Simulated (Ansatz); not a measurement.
# Run report: Mo, geometry relaxation (part 2 of 3)

The same run, continued: Mo (2 atoms in the cell); DFT, PBE, PAW with Ansatz's default frozen-core files, scalar-relativistic, no spin polarisation (Ansatz 0.2.0); cutoff 420 eV, 16×16×9 k-mesh, Fermi–Dirac smearing of 0.05 eV. The structure was built on a prototype by a generator; it need not be a known phase. Its volume is 0.91 times that of the source entry. It belongs to a series of runs on one base structure; here: hcp relaxed under pressure, PAW files.

Geometry of the input (Å; fractional positions):
```
2.7339  0.0000  0.0000
-1.3669  2.3676  0.0000
0.0000  0.0000  4.4289
Mo 0.3333  0.6667  0.2500
Mo 0.6667  0.3333  0.7500
```

The program's output, continued
```
SCF iter   1: F=—  HF=-9910.933917 eV  |F-HF|=—  |Δ(HF+E_count)|=         —  Δρ=7.34e-3  dr2=9.06e-3  ethr=3.03e-5  ⟨swp⟩=1.5  Hψ=16511  notcnv=0
preconditioner: auto → Kerker (q_TF=auto, 2.710 Å⁻¹)  [metal: Δε(μ)=0.005 eV  Ē_g=4.876 eV  σ=0.050 eV  W_gap=0.03  n_scr=10 (ndim 8)  ℏωp=23.8 eV  f_vac=0.000  D(μ)=2.56/eV (n_scr^D=34)]
SCF iter   2: F=—  HF=-9910.932321 eV  |F-HF|=—  |Δ(HF+E_count)|=   1.60e-3  Δρ=4.19e-3  dr2=3.23e-3  ethr=3.03e-5  ⟨swp⟩=1.0  Hψ=2700  notcnv=0
SCF iter   3: F=—  HF=-9910.931412 eV  |F-HF|=—  |Δ(HF+E_count)|=   9.09e-4  Δρ=4.70e-4  dr2=3.19e-5  ethr=1.15e-5  ⟨swp⟩=2.5  Hψ=4319  notcnv=0
SCF iter   4: F=—  HF=-9910.931407 eV  |F-HF|=—  |Δ(HF+E_count)|=   4.97e-6  Δρ=4.86e-5  dr2=3.79e-7  ethr=1.14e-7  ⟨swp⟩=2.3  Hψ=4780  notcnv=0
SCF iter   5: F=—  HF=-9910.931408 eV  |F-HF|=—  |Δ(HF+E_count)|=   4.80e-7  Δρ=1.07e-5  dr2=1.05e-8  ethr=1.35e-9  ⟨swp⟩=2.6  Hψ=4583  notcnv=0
SCF iter   6: F=—  HF=-9910.931408 eV  |F-HF|=—  |Δ(HF+E_count)|=   5.04e-9  Δρ=1.37e-6  dr2=2.20e-10  ethr=3.76e-11  ⟨swp⟩=2.1  Hψ=4743  notcnv=0
SCF iter   7: F=-9910.931408 eV  HF=-9910.931408 eV  |F-HF|=3.64e-12  |Δ(HF+E_count)|=  1.20e-10  Δρ=1.84e-7  dr2=5.84e-12  ethr=1.00e-12  ⟨swp⟩=5.1  Hψ=10827  notcnv=0
the search or the solves at the SCF's close seem to have found levels that the self-consistency loop had missed (the run counts 1). By its estimate they hold under 1e-12 electrons; where the run keeps them, the occupations were computed again with them
SCF 7 converged in 7 iterations: F = -9910.931408 eV  dr2 = 5.84e-12
relax step   7: F+E_penalty+E_count = -9910.93140770 eV  Δ(F+E_penalty+E_count) = +3.294e-2 eV  max|allowed force component| = 1.388e-17 eV/Å  Δτ_max = 0.0000 Å  P = +27.993 GPa  Ω = 29.182 Å³  energy of the carried Pulay correction = -1.680e-4 eV  (7 SCF iters, accepted)
Crystal: 2 atoms, lattice volume = 28.970 Å³
iter 1 solved again at ethr=1.50e-6 eV; its pass at ethr=3.10e-3 eV (dr2=4.21e-4 eV) is discarded
SCF iter   1: F=—  HF=-9910.894558 eV  |F-HF|=—  |Δ(HF+E_count)|=         —  Δρ=1.82e-3  dr2=5.39e-4  ethr=1.50e-6  ⟨swp⟩=2.4  Hψ=16524  notcnv=0
preconditioner: auto → none  [metal: Δε(μ)=0.003 eV  Ē_g=4.927 eV  σ=0.050 eV  W_gap=0.02  n_scr=4 (ndim 8)  ℏωp=23.9 eV  f_vac=0.000  D(μ)=2.36/eV (n_scr^D=34)]
SCF iter   2: F=—  HF=-9910.894433 eV  |F-HF|=—  |Δ(HF+E_count)|=   1.25e-4  Δρ=7.46e-4  dr2=5.61e-5  ethr=1.50e-6  ⟨swp⟩=2.5  Hψ=3964  notcnv=0
SCF iter   3: F=—  HF=-9910.894437 eV  |F-HF|=—  |Δ(HF+E_count)|=   4.08e-6  Δρ=1.67e-4  dr2=2.27e-6  ethr=2.00e-7  ⟨swp⟩=1.0  Hψ=2700  notcnv=0
iter 4 did not close the SCF: its close was put off for the readings that it lacked (scf_convergence_deferred on its scf_iter line)
SCF iter   4: F=-9910.894438 eV  HF=-9910.894438 eV  |F-HF|=8.98e-9  |Δ(HF+E_count)|=   5.32e-7  Δρ=9.89e-6  dr2=1.75e-8  ethr=8.11e-9  ⟨swp⟩=1.1  Hψ=2802  notcnv=0
iter 5 did not close the SCF: its close was put off for the readings that it lacked (scf_convergence_deferred on its scf_iter line)
SCF iter   5: F=-9910.894438 eV  HF=-9910.894438 eV  |F-HF|=3.09e-11  |Δ(HF+E_count)|=  3.40e-10  Δρ=2.85e-6  dr2=7.73e-10  ethr=6.25e-11  ⟨swp⟩=2.0  Hψ=4805  notcnv=0
SCF iter   6: F=-9910.894438 eV  HF=-9910.894438 eV  |F-HF|=1.46e-11  |Δ(HF+E_count)|=  1.67e-10  Δρ=5.94e-7  dr2=2.01e-11  ethr=2.76e-12  ⟨swp⟩=4.2  Hψ=13251  notcnv=0
SCF 8 converged in 6 iterations: F = -9910.894438 eV  dr2 = 2.01e-11
relax step   8: F+E_penalty+E_count = -9910.89443762 eV  Δ(F+E_penalty+E_count) = +3.697e-2 eV  max|allowed force component| = 6.939e-18 eV/Å  Δτ_max = 0.0000 Å  P = +30.867 GPa  Ω = 28.970 Å³  energy of the carried Pulay correction = -1.005e-4 eV  (6 SCF iters, dr2 threshold 2.00e-7 eV, accepted)
Crystal: 2 atoms, lattice volume = 28.955 Å³
iter 1 solved again at ethr=1.84e-8 eV; its pass at ethr=3.10e-3 eV (dr2=5.17e-6 eV) is discarded
SCF iter   1: F=—  HF=-9910.891411 eV  |F-HF|=—  |Δ(HF+E_count)|=         —  Δρ=2.37e-4  dr2=9.07e-6  ethr=1.84e-8  ⟨swp⟩=3.4  Hψ=16616  notcnv=0
preconditioner: auto → Kerker (q_TF=auto, 2.713 Å⁻¹)  [metal: Δε(μ)=0.008 eV  Ē_g=4.929 eV  σ=0.050 eV  W_gap=0.04  n_scr=10 (ndim 8)  ℏωp=23.9 eV  f_vac=0.000  D(μ)=2.36/eV (n_scr^D=34)]
SCF iter   2: F=—  HF=-9910.891412 eV  |F-HF|=—  |Δ(HF+E_count)|=   8.74e-7  Δρ=1.36e-4  dr2=3.22e-6  ethr=1.84e-8  ⟨swp⟩=1.0  Hψ=2700  notcnv=0
iter 3 did not close the SCF: its close was put off for the readings that it lacked (scf_convergence_deferred on its scf_iter line)
SCF iter   3: F=-9910.891411 eV  HF=-9910.891411 eV  |F-HF|=3.05e-9  |Δ(HF+E_count)|=   8.82e-7  Δρ=1.42e-5  dr2=2.86e-8  ethr=1.15e-8  ⟨swp⟩=2.5  Hψ=4253  notcnv=0
iter 4 did not close the SCF: its close was put off for the readings that it lacked (scf_convergence_deferred on its scf_iter line)
SCF iter   4: F=-9910.891411 eV  HF=-9910.891411 eV  |F-HF|=2.91e-11  |Δ(HF+E_count)|=   1.12e-9  Δρ=1.49e-6  dr2=3.12e-10  ethr=1.02e-10  ⟨swp⟩=2.2  Hψ=4738  notcnv=0
iter 5 did not close the SCF: its close was put off for the readings that it lacked (scf_convergence_deferred on its scf_iter line)
SCF iter   5: F=-9910.891411 eV  HF=-9910.891411 eV  |F-HF|=5.46e-12  |Δ(HF+E_count)|=  5.64e-11  Δρ=2.89e-7  dr2=8.05e-12  ethr=1.11e-12  ⟨swp⟩=2.1  Hψ=4221  notcnv=0
SCF iter   6: F=-9910.891411 eV  HF=-9910.891411 eV  |F-HF|=1.82e-12  |Δ(HF+E_count)|=  3.64e-12  Δρ=3.52e-8  dr2=1.46e-13  ethr=1.00e-12  ⟨swp⟩=3.9  Hψ=10716  notcnv=0
SCF 9 converged in 6 iterations: F = -9910.891411 eV  dr2 = 1.46e-13
relax step   9: F+E_penalty+E_count = -9910.89141087 eV  Δ(F+E_penalty+E_count) = +3.027e-3 eV  max|allowed force component| = 1.156e-17 eV/Å  Δτ_max = 0.0000 Å  P = +31.021 GPa  Ω = 28.955 Å³  energy of the carried Pulay correction = -9.539e-5 eV  (6 SCF iters, dr2 threshold 2.00e-7 eV, accepted)
Crystal: 2 atoms, lattice volume = 28.956 Å³
iter 1 solved again at ethr=8.86e-11 eV; its pass at ethr=3.10e-3 eV (dr2=2.48e-8 eV) is discarded
SCF iter   1: F=—  HF=-9910.891781 eV  |F-HF|=—  |Δ(HF+E_count)|=         —  Δρ=1.61e-5  dr2=3.88e-8  ethr=8.86e-11  ⟨swp⟩=3.3  Hψ=16492  notcnv=0
preconditioner: auto → Kerker (q_TF=auto, 2.713 Å⁻¹)  [metal: Δε(μ)=0.008 eV  Ē_g=4.928 eV  σ=0.050 eV  W_gap=0.04  n_scr=10 (ndim 8)  ℏωp=23.9 eV  f_vac=0.000  D(μ)=2.36/eV (n_scr^D=34)]
SCF iter   2: F=—  HF=-9910.891784 eV  |F-HF|=—  |Δ(HF+E_count)|=   2.61e-6  Δρ=8.84e-6  dr2=1.35e-8  ethr=8.86e-11  ⟨swp⟩=2.8  Hψ=4569  notcnv=0
iter 3 did not close the SCF: its close was put off for the readings that it lacked (scf_convergence_deferred on its scf_iter line)
SCF iter   3: F=-9910.891784 eV  HF=-9910.891784 eV  |F-HF|=3.46e-11  |Δ(HF+E_count)|=   3.54e-9  Δρ=1.17e-6  dr2=1.89e-10  ethr=4.82e-11  ⟨swp⟩=2.5  Hψ=4300  notcnv=0
iter 4 did not close the SCF: its close was put off for the readings that it lacked (scf_convergence_deferred on its scf_iter line)
SCF iter   4: F=-9910.891784 eV  HF=-9910.891784 eV  |F-HF|=0.00e0  |Δ(HF+E_count)|=  2.18e-11  Δρ=2.41e-7  dr2=9.67e-12  ethr=1.00e-12  ⟨swp⟩=1.2  Hψ=2936  notcnv=0
iter 5 did not close the SCF: its close was put off for the readings that it lacked (scf_convergence_deferred on its scf_iter line)
SCF iter   5: F=-9910.891784 eV  HF=-9910.891784 eV  |F-HF|=1.82e-12  |Δ(HF+E_count)|=  3.64e-12  Δρ=5.12e-8  dr2=2.12e-13  ethr=1.00e-12  ⟨swp⟩=1.0  Hψ=2700  notcnv=0
iter 6 did not close the SCF: its close was put off for the readings that it lacked (scf_convergence_deferred on its scf_iter line)
SCF iter   6: F=-9910.891784 eV  HF=-9910.891784 eV  |F-HF|=0.00e0  |Δ(HF+E_count)|=  3.64e-12  Δρ=1.23e-8  dr2=1.19e-14  ethr=1.00e-12  ⟨swp⟩=1.0  Hψ=2700  notcnv=0
SCF iter   7: F=-9910.891784 eV  HF=-9910.891784 eV  |F-HF|=0.00e0  |Δ(HF+E_count)|=  1.82e-12  Δρ=1.76e-9  dr2=2.31e-16  ethr=1.00e-12  ⟨swp⟩=2.3  Hψ=8115  notcnv=0
SCF 10 converged in 7 iterations: F = -9910.891784 eV  dr2 = 2.31e-16
relax step  10: F+E_penalty+E_count = -9910.89178376 eV  Δ(F+E_penalty+E_count) = -3.729e-4 eV  max|allowed force component| = 8.095e-18 eV/Å  Δτ_max = 0.0000 Å  P = +31.000 GPa  Ω = 28.956 Å³  energy of the carried Pulay correction = -9.601e-5 eV  (7 SCF iters, accepted)
Basis set: ecut = 420 eV, 549 PW (Γ), exchange–correlation on 36×36×64 points (8 copies of the dense FFT grid, shifted against one another)
Initial wavefunctions: pseudopotential atomic-orbital guess (no wavefunctions were taken with the density)
iter 1 solved again at ethr=5.47e-8 eV; its pass at ethr=3.10e-3 eV (dr2=1.53e-5 eV) is discarded
SCF iter   1: F=—  HF=-9910.891853 eV  |F-HF|=—  |Δ(HF+E_count)|=         —  Δρ=1.55e-4  dr2=7.54e-7  ethr=5.47e-8  ⟨swp⟩=3.5  Hψ=19696  notcnv=0
SCF iter   2: F=—  HF=-9910.891887 eV  |F-HF|=—  |Δ(HF+E_count)|=   3.44e-5  Δρ=8.00e-5  dr2=1.90e-7  ethr=2.69e-9  ⟨swp⟩=1.3  Hψ=3125  notcnv=0
SCF iter   3: F=—  HF=-9910.891888 eV  |F-HF|=—  |Δ(HF+E_count)|=   8.97e-7  Δρ=4.66e-6  dr2=1.41e-9  ethr=6.79e-10  ⟨swp⟩=2.8  Hψ=4888  notcnv=0
SCF iter   4: F=—  HF=-9910.891888 eV  |F-HF|=—  |Δ(HF+E_count)|=   1.30e-9  Δρ=3.28e-7  dr2=8.28e-12  ethr=5.04e-12  ⟨swp⟩=2.4  Hψ=4564  notcnv=0
iter 5 did not close the SCF: its close was put off for the readings that it lacked (scf_convergence_deferred on its scf_iter line)
SCF iter   5: F=-9910.891888 eV  HF=-9910.891888 eV  |F-HF|=0.00e0  |Δ(HF+E_count)|=  9.09e-12  Δρ=8.64e-8  dr2=8.24e-13  ethr=1.00e-12  ⟨swp⟩=1.0  Hψ=2700  notcnv=0
iter 6 did not close the SCF: its close was put off for the readings that it lacked (scf_convergence_deferred on its scf_iter line)
SCF iter   6: F=-9910.891888 eV  HF=-9910.891888 eV  |F-HF|=1.82e-12  |Δ(HF+E_count)|=    0.00e0  Δρ=1.30e-8  dr2=2.89e-14  ethr=1.00e-12  ⟨swp⟩=1.0  Hψ=2700  notcnv=0
iter 7 did not close the SCF: its close was put off for the readings that it lacked (scf_convergence_deferred on its scf_iter line)
SCF iter   7: F=-9910.891888 eV  HF=-9910.891888 eV  |F-HF|=1.82e-12  |Δ(HF+E_count)|=  1.82e-12  Δρ=2.03e-9  dr2=8.00e-16  ethr=1.00e-12  ⟨swp⟩=1.0  Hψ=2700  notcnv=0
iter 8 did not close the SCF: its close was put off for the readings that it lacked (scf_convergence_deferred on its scf_iter line)
SCF iter   8: F=-9910.891888 eV  HF=-9910.891888 eV  |F-HF|=3.64e-12  |Δ(HF+E_count)|=  3.64e-12  Δρ=2.88e-10  dr2=1.81e-17  ethr=1.00e-12  ⟨swp⟩=1.0  Hψ=2700  notcnv=0
SCF iter   9: F=-9910.891888 eV  HF=-9910.891888 eV  |F-HF|=0.00e0  |Δ(HF+E_count)|=  1.82e-12  Δρ=6.91e-11  dr2=9.07e-19  ethr=1.00e-12  ⟨swp⟩=1.1  Hψ=6050  notcnv=0
SCF 11 converged in 9 iterations: F = -9910.891888 eV  dr2 = 9.07e-19
relax step  11: F+E_penalty+E_count = -9910.89188810 eV  Δ(F+E_penalty+E_count) = -1.043e-4 eV  max|allowed force component| = 2.313e-18 eV/Å  Δτ_max = 0.0000 Å  P = +31.003 GPa  Ω = 28.956 Å³  stress off target by 8.95e-3 GPa  SCF on the basis re-selected at this cell (its energy is not comparable with the rows above)  (9 SCF iters)
```

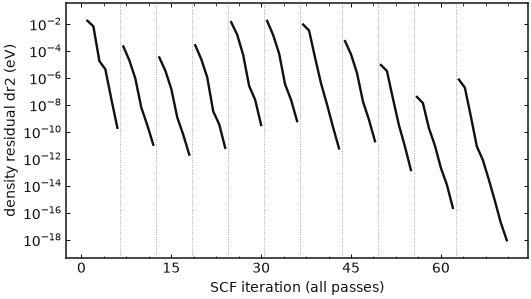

Fig. 1: Convergence of the self-consistent field: density residual dr2 against the SCF iteration. The dotted lines part the SCF passes of the relaxation: geometry steps, rejected trials and re-solves on a re-selected basis. The 11 passes take 6 to 9 iterations each, 71 in all.

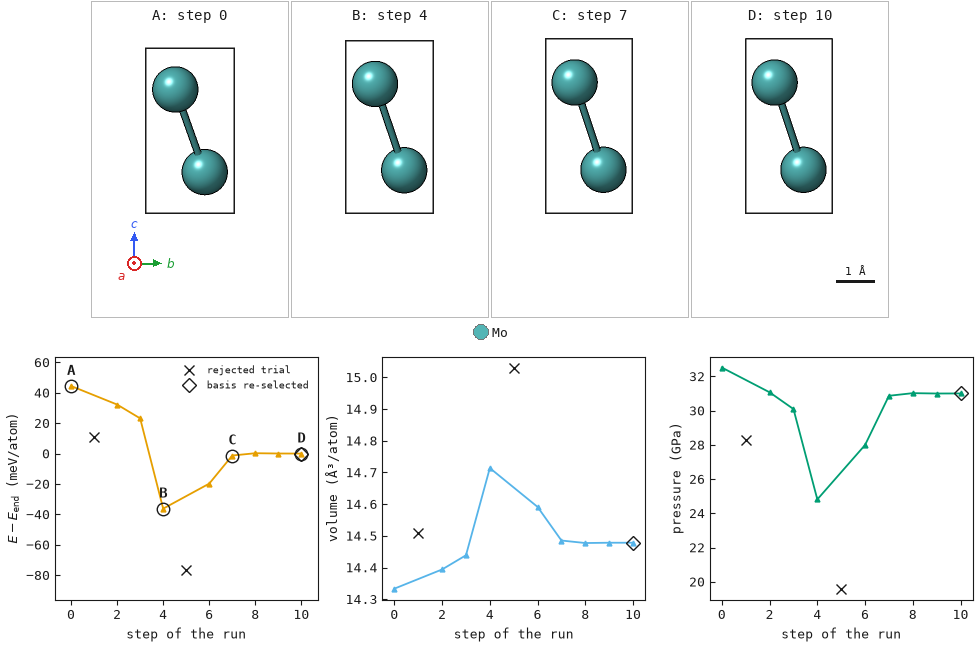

Fig. 2: Frames of the relaxation (ball-and-stick view of the cell of the calculation, along the a axis) above the curves, on which the letters mark them (the first geometry is step 0 here and step 1 in the log).

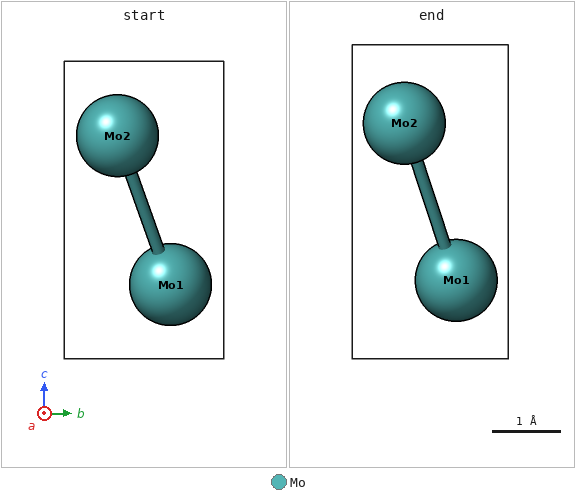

Fig. 3: Before (left) and after (right) the relaxation, at one scale (ball-and-stick view of the cell of the calculation, along the a axis). No atom moves by more than 0.005 Å relative to the cell. The volume changes by +1.0 %, with a = b 2.734 → 2.675 Å (−2.2 %), c 4.429 → 4.674 Å (+5.5 %). Distances before and after: Mo1–Mo2 2.719 → 2.801 Å, Mo1–Mo1 2.734 → 2.675 Å. The space group stays P6_3/mmc (No. 194). The energy falls by 44.4 meV per atom in 9 geometry steps. All forces vanish by symmetry, so only the cell relaxes. The pressure goes from 32.52 to 31.00 GPa. The line search rejected the trial steps at points 1, 5 (counted from 0) and went back. A last SCF at the same geometry on a re-selected plane-wave basis shifts the energy by −0.1 meV per atom. (Atoms are counted from 1 in the order of the input.)

```
basis re-selected at this cell: Δ(F+E_penalty+E_count) = -1.043e-4 eV, ΔP = +0.004 GPa vs the last step (what re-selecting the basis moved, of the pressure what is left beyond the Pulay correction that the steps carried, after the strain that the cell walked since its last selection, with what the two solves' SCF thresholds leave and, on support functions, any second-order correction that the steps lacked; it is no measure of the basis error at this ecutwfc). The dense FFT grid was sized anew with the basis: this SCF ran on 18×18×32 points, the steps before it on 20×20×30, so part of this shift can come from that change (see relax.cell in the input reference). This SCF's stress stands 8.95e-3 GPa from its target on what of the cell is left free (relax.cell.stress_tol is 3.00e-2 GPa) and its largest allowed force component is 2.31e-18 eV/Å (relax.f_tol is 5.00e-3 eV/Å): within both
SCF converged after 9 iterations
Free energy (F): -9910.891888 eV
Harris-Foulkes:  -9910.891888 eV  (|F-HF|=0.00e0)
Internal energy: -9910.872568 eV  (E = F + TS)
E sigma→0 (E₀):  -9910.882228 eV
Entropy (-TS):   -0.019320 eV (-9.660 meV/atom)
Fermi energy:    22.729805 eV
```
